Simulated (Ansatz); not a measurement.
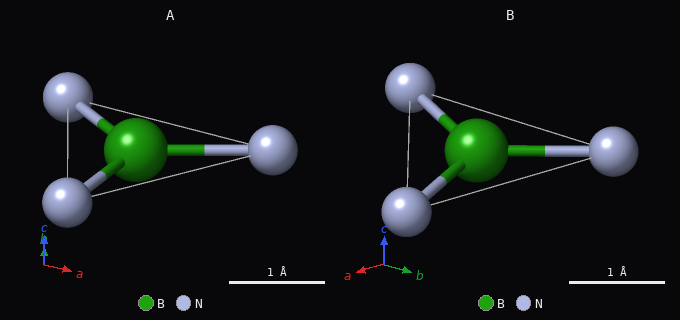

Coordination polyhedra in BN (P-6m2). Shape measures S are computed against regular polyhedra or, for capped shapes, the nearer of the equal-edge and equal-bond forms. Source: the geometry relaxed at fixed volume with DFT PBE+D3(BJ), scalar-relativistic, plane waves, PAW in Ansatz 0.2.0.

### Name each polyhedron.

A. B1 site, BN3: an essentially ideal trigonal plane (coordination number 3, S = 0.00; next best trigonal pyramid, S = 3.0); mean bond 1.44 Å.
B. B2 site, BN3: an essentially ideal trigonal plane (coordination number 3, S = 0.00; next best trigonal pyramid, S = 3.0); mean bond 1.44 Å.
